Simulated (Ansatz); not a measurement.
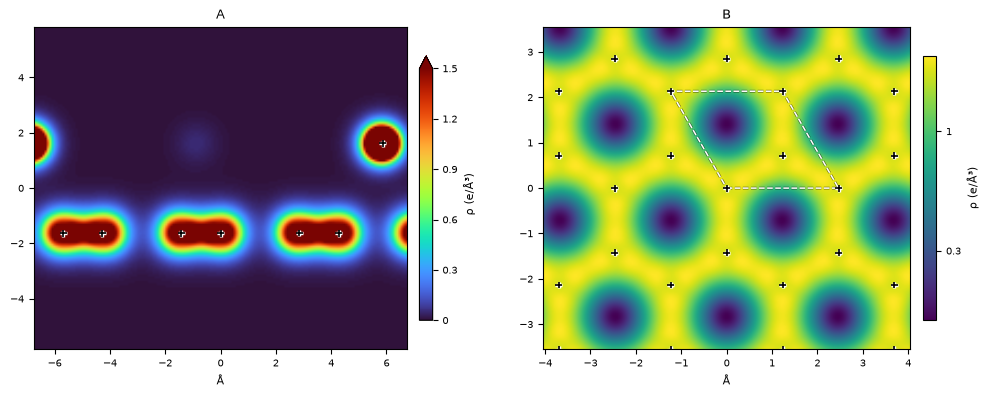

The valence charge density (pseudo) of 2 systems, each on a plane through atoms (crosses mark nuclei in the plane).

The calculation used Ansatz 0.2.0, DFT PBE+D3(BJ), scalar-relativistic, plane waves, PAW.

System 1: C19O2 (slab), the (110) plane of the calculation cell, a cut from vacuum to vacuum. 

System 2: C, the (001) plane of the conventional cell. Space group R-3m.

```
CELL_PARAMETERS angstrom
2.46505 0.00000 0.00000
-1.23252 2.13480 0.00000
0.00000 0.00000 10.04565
ATOMIC_POSITIONS crystal
C 0.00000 0.00000 0.16659
C 0.66667 0.33333 0.49992
C 0.33333 0.66667 0.83325
C 0.66667 0.33333 0.16675
C 0.33333 0.66667 0.50008
C 0.00000 0.00000 0.83341
```

**Match each panel to its system.**

Panel A is system 1, C19O2: the plane holds C and O. C–C (1.42 Å): ρ is about 2 e/Å³ halfway. Panel B is system 2, C: the plane holds C. C–C (1.42 Å): ρ at the midpoint is about 2 e/Å³.
